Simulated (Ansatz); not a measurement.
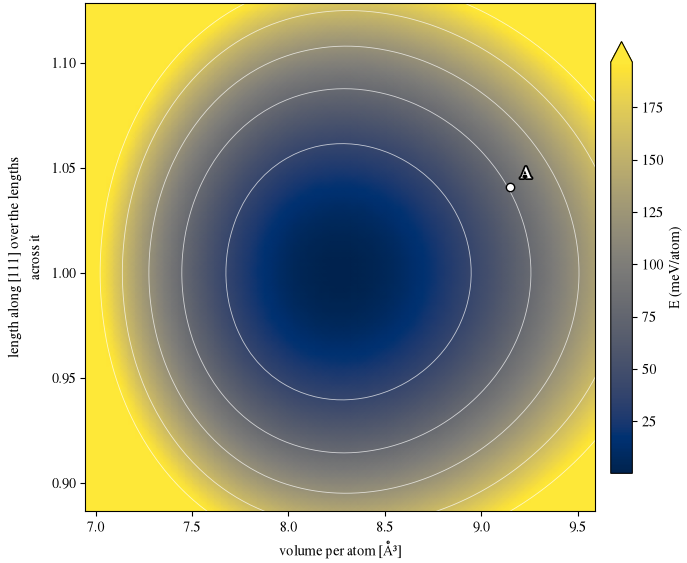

AlN (Fm-3m, No. 225; 2 atoms in the cell). The energy is mapped over volume and the cell's shape. Coordinates scanned: (1) volume per atom; (2) length along [111] over the lengths across it, relative to the cubic cell. Nothing is relaxed (symmetry fixes all fractional coordinates). Grid: 7 × 7 points. Points are written as (first, second). All energies are given in meV/atom relative to the lowest grid point. Theory: DFT PBEsol, scalar-relativistic, plane waves, PAW in Ansatz 0.2.0. Settings: cutoff 520 eV, k-mesh 10×10×10, gaussian smearing 0.05 eV, no spin polarisation.

The picture shows a smooth colour map with a few white contour lines, one colour for all values above the top of the scale, the point A. Between grid points the surface is interpolated.

Q: Which way does the force act at A, and how strong is it?

A: A, at (9.15 Å³, 1.041), is not a stationary point. The computed force is 135 meV/atom for each Å³ towards smaller values of volume per atom and 830 meV/atom for each unit towards smaller values of the second coordinate.

PAW datasets: the set soft_1.
